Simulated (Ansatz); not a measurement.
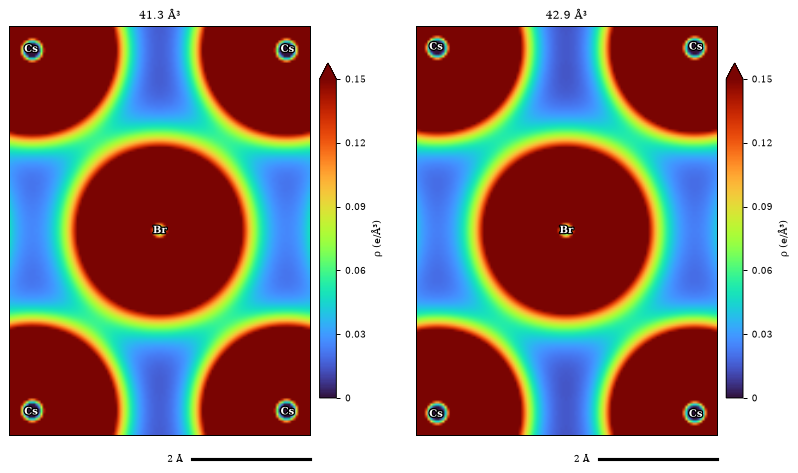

CsBr. The valence pseudo-density of cells scaled evenly to different volumes (given per atom above each panel), on the (11̄0) plane of each (indices in the axes of the cell below), at one length scale and on one colour scale.

A structure from a database of computed crystals, not necessarily the ambient phase.

Theory: Ansatz, Kohn-Sham DFT of a periodic cell, LDA, Ansatz PAW.

The largest cell:

```
CELL_PARAMETERS angstrom
4.41046 0.00000 0.00000
0.00000 4.41046 0.00000
0.00000 0.00000 4.41046
ATOMIC_POSITIONS crystal
Cs 0.00000 0.00000 0.00000
Br 0.50000 0.50000 0.50000
```

| volume (Å³/atom) | Cs–Br contact in the plane (Å) | ρ at its midpoint (e/Å³) | pressure (GPa) | gap on the mesh (eV) | 
| --- | --- | --- | --- | --- |
| 41.28 | 3.771 | 0.058 | −2.2 | 3.95 | 
| 42.09 | 3.795 | ? | ? | ? | 
| 42.90 | 3.820 | 0.053 | −2.4 | 3.81 | 

Estimate the missing row, and compare with the calculation.

Over the known rows ln ρ falls by 1.84 per Å of Cs–Br distance (the line through the two), which gives 0.055 e/Å³ at 3.795 Å; the calculation gives 0.056 e/Å³. For the pressure, a straight line in volume between the neighbouring rows gives −2.3 GPa; the calculation gives −2.3. For the gap on the mesh, a straight line in volume between the neighbouring rows gives 3.88 eV; the calculation gives 3.88.
